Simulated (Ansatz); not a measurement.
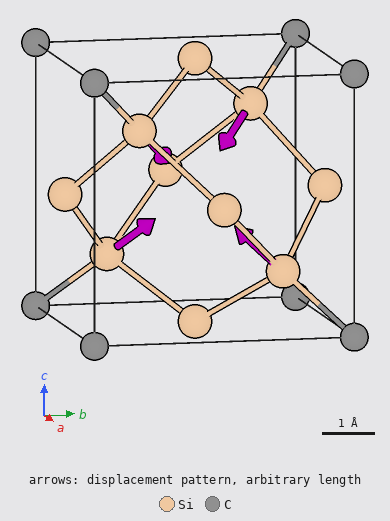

Phonons of a crystal of Si$_{7}$C (a generated structure), at the zone centre. The optical levels lie at 153 (×3), 160 (×3), 420, 433 (×2), 440 (×3), 480 (×3), 483 (×3), 590 (×3) cm⁻¹. One mode is drawn. Displacements are drawn as purple arrows; their common scale and sign are arbitrary. The picture is a ball-and-stick view of the cell of the calculation, seen slightly off an axis.

Method: DFT PBEsol, scalar-relativistic, plane waves, PAW (Ansatz). Settings: plane-wave cutoff 420 eV; k-point mesh 8 × 8 × 8; occupations fermi dirac; smearing width 0.15 eV; no spin polarisation.

The frequencies depend somewhat on the k-mesh and the smearing.

### Which of these frequencies is the drawn mode's?

The level at 420 cm⁻¹. This is the A₁ mode, optical level 3 of 8, counted from below, Raman-active by symmetry. The Si (3c) and C atoms stay at rest; atoms of one kind move against one another, with no net shift of their sublattice; it stretches the shortest C–Si bonds (2.00 Å).
